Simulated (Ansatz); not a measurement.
```
CELL_PARAMETERS angstrom
4.87700 0.00000 0.00000
0.00000 4.87700 0.00000
0.00000 0.00000 4.87700
ATOMIC_POSITIONS crystal
Y 0.00000 0.00000 0.00000
Y 0.50000 0.50000 0.00000
Y 0.50000 0.00000 0.50000
Y 0.00000 0.50000 0.50000
N 0.50000 0.00000 0.00000
N 0.00000 0.50000 0.00000
N 0.00000 0.00000 0.50000
N 0.50000 0.50000 0.50000
```

Space group Fm-3m.

Method: Kohn-Sham DFT of a periodic cell, HSE03, spin-orbit coupling, Ansatz NC in Ansatz 0.2.0.

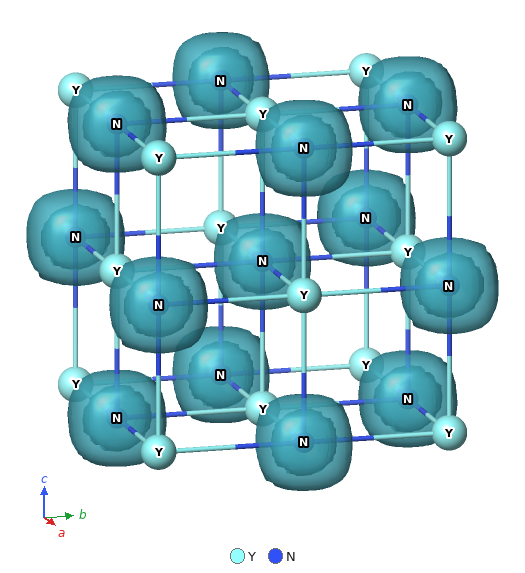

YN. Isosurface of the electron localisation function at 0.8 (cyan), seen slightly off an axis. Only the valence region is drawn (cores and ρ < 0.01 e/Å³ removed). Sticks mark near contacts.

In a pseudopotential calculation such maps are meaningful between the atoms, not at the nuclei.

Question: What do the ELF domains correspond to?

Answer: At this value the surface marks out four regions wrapped around N (the valence shell of each), counted in one cell of 8 atoms. Any copies at cell faces, edges or corners count once.

Values along the shortest contacts:
Y–N (2.44 Å): the ELF peaks at about 0.85 in the valence shell of N, 0.6 Å from its nucleus, and drops to about 0.15 between the two atoms: an ionic contact with no shared pair.

Question: Does the calculation make it a metal, or give it a gap?

Answer: It is gapped, with a Kohn–Sham gap of 1.0 eV on the k-point mesh, an upper bound to the gap of this method.
